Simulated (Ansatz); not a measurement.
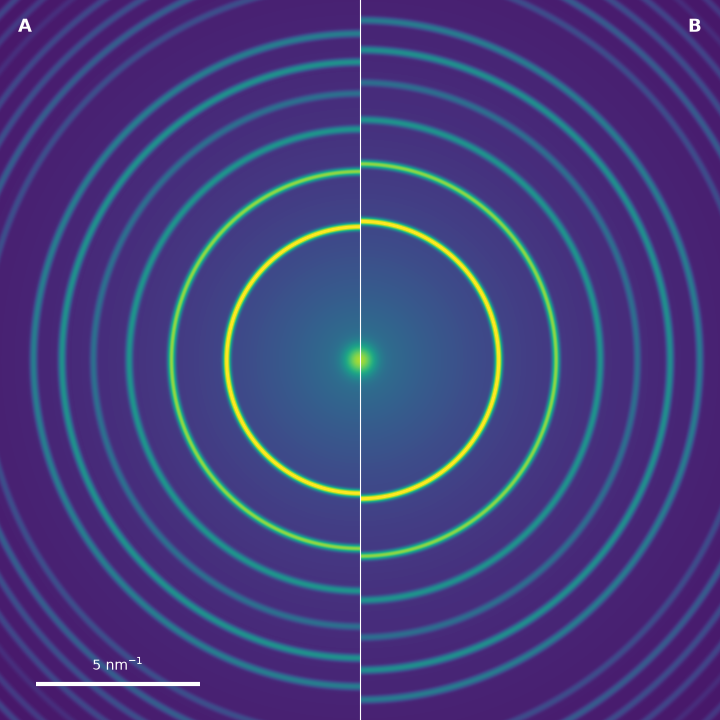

Simulated electron diffraction rings at 300 kV (λ = 0.0197 Å), scale in nm⁻¹ (radius = 1/d), for a fine-grained powder without texture. Kinematic intensities with B = 0.8 Å² for all atoms, without multiple scattering; brightness goes as intensity to the power 0.4, clipped at the top. Reflections closer than the ring width show as one ring. The left and right halves show two different samples, each scaled to its strongest ring.

Both are Cu in Pm-3m, with cells of different size. Origins: A, coordinates from a relaxation with Ansatz, DFT, BLYP, plane waves (420 eV) with PAW, scalar-relativistic; the starting structure was generated, so it need not be a known form of this composition; B, the input geometry of an electronic-structure calculation (not necessarily at equilibrium); the starting structure was generated, so it need not be a known form of this composition.

Which half has the larger cell, and by how much?

Answer. Half A: the volume of B is 11.3 % smaller than that of A, and a larger cell draws the rings inwards on average.
A: a = 2.456 Å, b = 2.456 Å, c = 2.456 Å, α = 90.00°, β = 90.00°, γ = 90.00°; 100 at 4.07 nm⁻¹ (d = 2.46 Å), 110 at 5.76 nm⁻¹ (d = 1.736 Å), 111 at 7.05 nm⁻¹ (d = 1.418 Å), 200 at 8.14 nm⁻¹ (d = 1.228 Å).
B: a = 2.360 Å, b = 2.360 Å, c = 2.360 Å, α = 90.00°, β = 90.00°, γ = 90.00°; 100 at 4.24 nm⁻¹ (d = 2.36 Å), 110 at 5.99 nm⁻¹ (d = 1.669 Å), 111 at 7.34 nm⁻¹ (d = 1.362 Å), 200 at 8.48 nm⁻¹ (d = 1.180 Å).
